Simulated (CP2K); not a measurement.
## Energy of Sn along an even scaling of the cell

System: Sn (I4₁/amd, 2 atoms in the cell).
Method: Kohn-Sham DFT of a periodic cell, PBE, GTH-PBE with UZH-TZVP basis, no spin polarisation (CP2K 2026.2).

The 6 runs differ only in the geometry, by an even scaling of the cell at fixed fractional positions. The structure derives from a Materials Project entry.

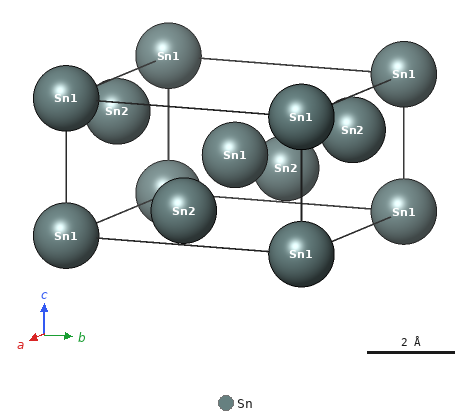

Figure 1. The structure of run 4 (spheres-only view of the cell 2 times as large as that of the calculation, set on its symmetry axes, seen slightly off an axis; atoms are numbered from 1 in the order of the input). An atom can appear more than once, as a periodic image.

**Input of run 4**
```
&GLOBAL
  PROJECT sn_eos
  RUN_TYPE ENERGY_FORCE
  PRINT_LEVEL LOW
&END GLOBAL
&FORCE_EVAL
  METHOD QS
  STRESS_TENSOR ANALYTICAL
  &DFT
    BASIS_SET_FILE_NAME BASIS_MOLOPT_UZH
    POTENTIAL_FILE_NAME POTENTIAL_UZH
    WFN_RESTART_FILE_NAME previous-RESTART.kp
    &MGRID
      CUTOFF 600
      REL_CUTOFF 60
      NGRIDS 4
    &END MGRID
    &QS
      METHOD GPW
      EPS_DEFAULT 1.0E-9
    &END QS
    &KPOINTS
      SCHEME MONKHORST-PACK 9 9 9
      GAMMA_CENTERED T
      SYMMETRY T
      SYMMETRY_BACKEND SPGLIB
    &END KPOINTS
    &SCF
      SCF_GUESS RESTART
      EPS_SCF 1.0E-6
      MAX_SCF 100
      ADDED_MOS 10
      CHOLESKY OFF
      EPS_EIGVAL 1.0E-7
      &DIAGONALIZATION ON
        ALGORITHM STANDARD
      &END DIAGONALIZATION
      &MIXING ON
        METHOD BROYDEN_MIXING
        ALPHA 0.4
        BETA 1.5
        NBUFFER 8
      &END MIXING
      &SMEAR ON
        METHOD FERMI_DIRAC
        ELECTRONIC_TEMPERATURE [K] 580.226
      &END SMEAR
    &END SCF
    &XC
      &XC_FUNCTIONAL
        &GGA_X_PBE
        &END GGA_X_PBE
        &GGA_C_PBE
        &END GGA_C_PBE
      &END XC_FUNCTIONAL
    &END XC
    &PRINT
      &KPOINTS ON
      &END KPOINTS
      &MULLIKEN ON
      &END MULLIKEN
      &MO ON
        ENERGIES T
        OCCUPATION_NUMBERS T
        &EACH
          QS_SCF 0
        &END EACH
        ADD_LAST NUMERIC
      &END MO
    &END PRINT
  &END DFT
  &SUBSYS
    &CELL
      ABC 4.4844582622 4.4844582622 4.4844582623
      ALPHA_BETA_GAMMA 97.4046863280 97.4046863282 137.9231435349
      PERIODIC XYZ
    &END CELL
    &COORD
      SCALED
      Sn  0.0000000000 0.0000000000 0.0000000000
      Sn  0.7500000000 0.2500000000 0.5000000000
    &END COORD
    &KIND Sn
      BASIS_SET TZVP-MOLOPT-PBE-GTH-q4
      POTENTIAL GTH-PBE-q4
    &END KIND
    &PRINT
      &ATOMIC_COORDINATES ON
      &END ATOMIC_COORDINATES
      &CELL ON
      &END CELL
    &END PRINT
  &END SUBSYS
  &PRINT
    &FORCES ON
    &END FORCES
    &STRESS_TENSOR ON
    &END STRESS_TENSOR
  &END PRINT
&END FORCE_EVAL
```

Command:
```bash
OMP_NUM_THREADS=1 cp2k.psmp -i sn_eos.inp -o sn_eos.out
```

Run 2 has the same physical settings and fractional positions; its lattice vectors (Å) are:
```
   4.394745    0.000000    0.000000
  -3.261984    2.945037    0.000000
  -0.566380   -1.472518    4.101791
```

**Results, with one run withheld**

```csv
run,volume per atom (Å³),"free energy per atom, from the lowest run given (meV)",pressure (GPa)
1,25.991,54.56,6.48
2,26.544,?,?
3,27.097,19.97,3.64
4,28.203,2.99,1.36
5,28.756,0.00,0.39
6,29.309,0.19,−0.49
```

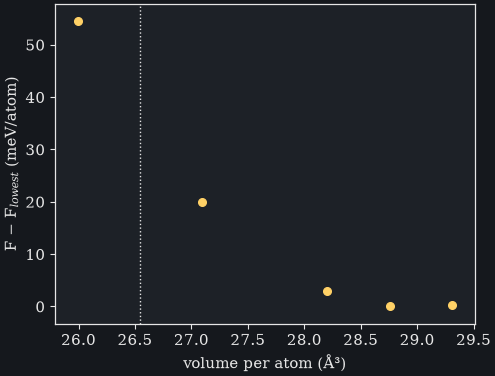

Figure 2. Free energy per atom of the runs given; the dotted line marks run 2.

Estimate the energy of run 2 from the others.

A cubic polynomial in V^(−2/3) (the Birch–Murnaghan form), fitted to the 5 runs given, misses them by under 0.01 meV per atom. With x = V^(−2/3) − 0.10890 Å⁻², it reads F = 7.0218 + 4980.7 x + 8.5561e+05 x² + 2.408e+06 x³ (meV per atom). At run 2 it gives 34.82 meV per atom, and the run itself gives 34.81. The slope of the fit gives a pressure −dF/dV of 4.98 GPa there, and the run prints 4.98 GPa. The fit has its minimum at 28.996 Å³ per atom, where V d²F/dV² gives 46 GPa. Cell shape and fractional positions are held, so this is the stiffness under even scaling; the relaxed bulk modulus wasn't computed.

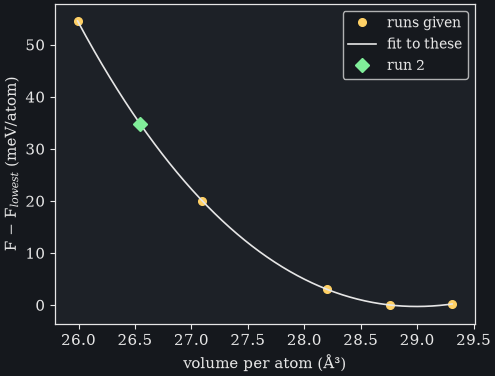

Figure 3. The fit and the withheld run.

**Some lines of the output (run 2)**
```
[...]
 CELL_REF| Volume [angstrom^3]:                                        53.088183
                        Smear method:                                FERMI_DIRAC
  Step     Update method      Time    Convergence         Total energy    Change
  Fermi energy:                                                 0.19629291311657
  Total energy:                                                -6.97708466392418
  Total energy (extrapolated to T->0):                         -6.97694945517742
 MO| E(Fermi):            0.196293 a.u.          5.341402 eV
 MO| Band gap:            0.241077 a.u.          6.560051 eV
 MO| Band gap:            0.210076 a.u.          5.716472 eV
 MO| Band gap:            0.255630 a.u.          6.956054 eV
 MO| Band gap:            0.088120 a.u.          2.397871 eV
 MO| Band gap:            0.114664 a.u.          3.120166 eV
 MO| Band gap:            0.066427 a.u.          1.807559 eV
 MO| Band gap:            0.053891 a.u.          1.466448 eV
```
